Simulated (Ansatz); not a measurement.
Here is a crystal structure:

```cif
data_structure
_symmetry_space_group_name_H-M 'P 1'
_symmetry_Int_Tables_number 1
_cell_length_a 3.5627
_cell_length_b 3.5627
_cell_length_c 6.4167
_cell_angle_alpha 90.000
_cell_angle_beta 90.000
_cell_angle_gamma 120.000
_cell_volume 70.53
loop_
_atom_site_label
_atom_site_type_symbol
_atom_site_fract_x
_atom_site_fract_y
_atom_site_fract_z
_atom_site_occupancy
Ti1 Ti 0.00000 0.00000 0.00000 1
Se1 Se 0.33333 0.66667 0.23670 1
Se2 Se 0.66667 0.33333 0.76330 1
```

> Summarise the structure in words.

Chemical formula TiSe2. The symmetry is that of P-3m1 (No. 164), on a primitive hexagonal lattice. The arrangement is known as cadmium iodide (CdI₂, 1T) type. With Z = 1, the cell contains 1 Ti, 2 Se. Around each Ti lie six Se in an octahedral arrangement at 2.56 Å. Around each Se lie three Ti in a trigonal pyramidal arrangement at 2.56 Å. The bonds build TiSe2 layers parallel to (001).

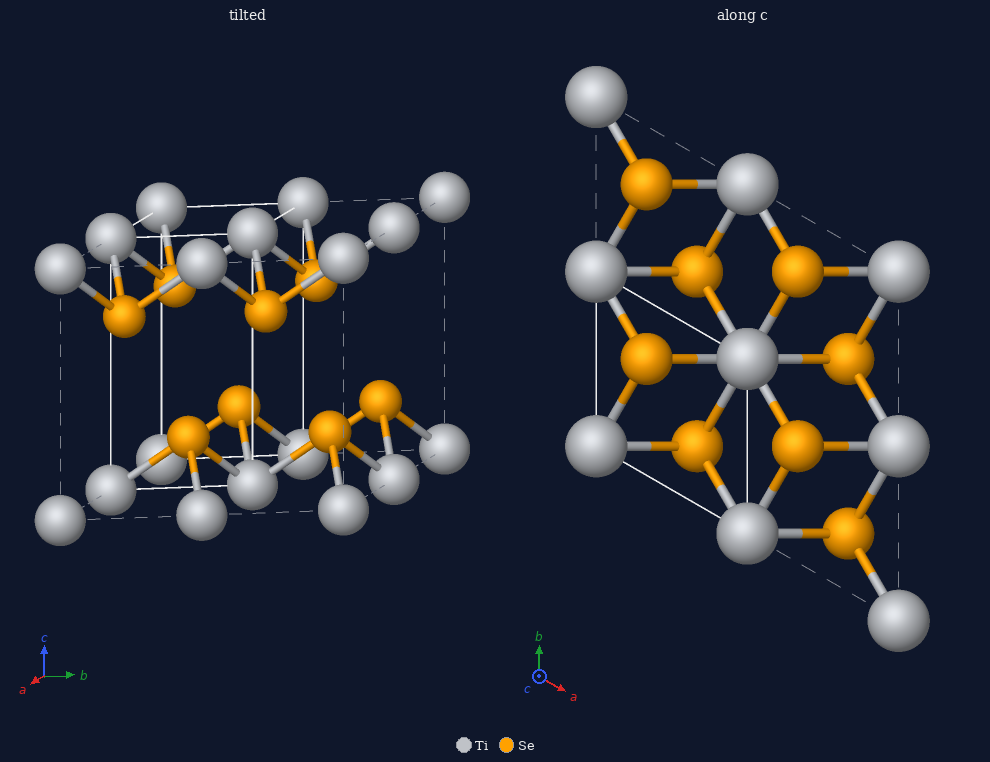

We look at a ball-and-stick model of the crystal slightly off an axis and along the c axis. The solid frame is a single conventional unit cell within a 2×2×1 block.

The model was built from a structure type known for this compound. It was relaxed at fixed volume with DFT r2SCAN, scalar-relativistic, plane waves, PAW in Ansatz.
